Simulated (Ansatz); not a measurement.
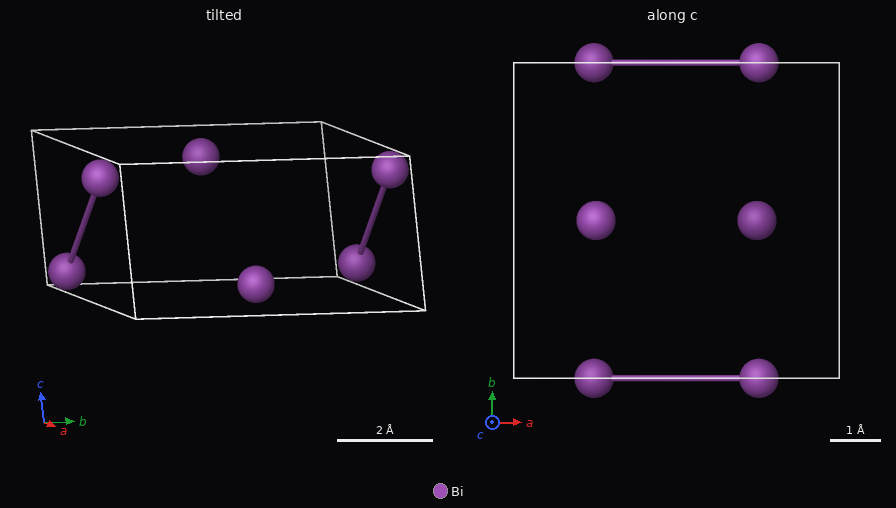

Ball-and-stick drawing of the structure, looking slightly off an axis and along the c axis. Lines trace the edges of the conventional unit cell.

What can be read from this drawing?

The element is bismuth. Symmetry: C2/m (No. 12), base-centred monoclinic lattice. The cell holds four atoms. About every Bi there are six Bi at about 3.3 to 3.5 Å. The bonds build a three-dimensional framework.

Provenance: a structure listed in the Materials Project. Earlier steps of the study may have refined or changed the cell and positions. It was the input of a calculation with Ansatz.

At this level of theory the cell isn't at rest (compressed, at 7 GPa), so its distances can differ from those at equilibrium, the more so the softer the solid.
